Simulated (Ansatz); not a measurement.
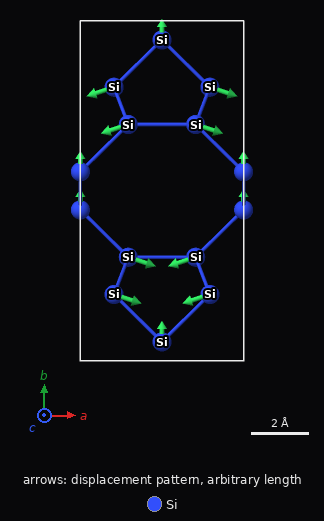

One vibrational mode of solid Si (a generated structure) at the zone centre. The green arrows are the displacements of the atoms (eigenvector over the root of the mass), of arbitrary overall length and sign. The picture is a ball-and-stick view of the conventional cell (2 times the calculation's cell), seen along the c axis. Lengths and directions refer to the drawn axes.

Level of theory: Ansatz 0.2.0, DFT PBE, scalar-relativistic, plane waves, PAW.

The input:
```yaml
crystal:
  lattice:
    - [2.872002025, -5.9827934343, 0.0]
    - [2.872002025, 5.9827934343, 0.0]
    - [0.0, 0.0, 3.8472426942]
  atoms:
    - { symbol: Si, position: [0.0111120729, 0.4015035094, 0.75] }
    - { symbol: Si, position: [0.4015035094, 0.0111120729, 0.25] }
    - { symbol: Si, position: [0.5984964906, 0.9888879271, 0.75] }
    - { symbol: Si, position: [0.9888879271, 0.5984964906, 0.25] }
    - { symbol: Si, position: [0.4439927908, 0.5560072092, 0.75] }
    - { symbol: Si, position: [0.5560072092, 0.4439927908, 0.25] }
basis:
  ecutwfc: 420
kpoints:
  mp_grid: { grid: [8, 8, 10] }
hamiltonian:
  xc: pbe
scf:
  occupations: { method: fixed }
output:
  eigenvalues: true
phonons:
  method: dfpt
  dielectric: true
  rigid_motions: translations
  eigenvectors: true
  qmesh: [1, 1, 2]
  temperatures: { t_max: 1000, t_step: 100 }
  qpath:
    path:
      - [[0.0, 0.0, 0.0], [-0.5, 0.5, 0.0], [-0.30761048, 0.69238952, 0.0]]
      - [[0.30761048, 0.30761048, 0.0], [0.0, 0.0, 0.0], [0.0, 0.0, 0.5], [0.30761048, 0.30761048, 0.5]]
      - [[-0.30761048, 0.69238952, 0.5], [-0.5, 0.5, 0.5], [-0.5, 0.5, 0.0]]
      - [[0.0, 0.0, 0.0], [0.0, 0.5, 0.0], [0.0, 0.5, 0.5], [0.0, 0.0, 0.5], [-0.5, 0.5, 0.5]]
    npoints: 8
```

Run as
```bash
ansatz run input.yaml --threads 1 --pin off --max-ram 2560MiB --backend cpu --events-out ev --progress --plain --runs-dir out
```

Frequencies are those without the non-analytic (LO–TO) term.

Q: Describe the mode and give its frequency.

A: This is the B₂u mode at 484 cm⁻¹, optical level 12 of 14, counted from below, infrared-active by symmetry. Of the bonds it mainly stretches Si–Si, some lengthening while others shorten. Its infrared intensity is 0.11 (D/Å)²/amu.
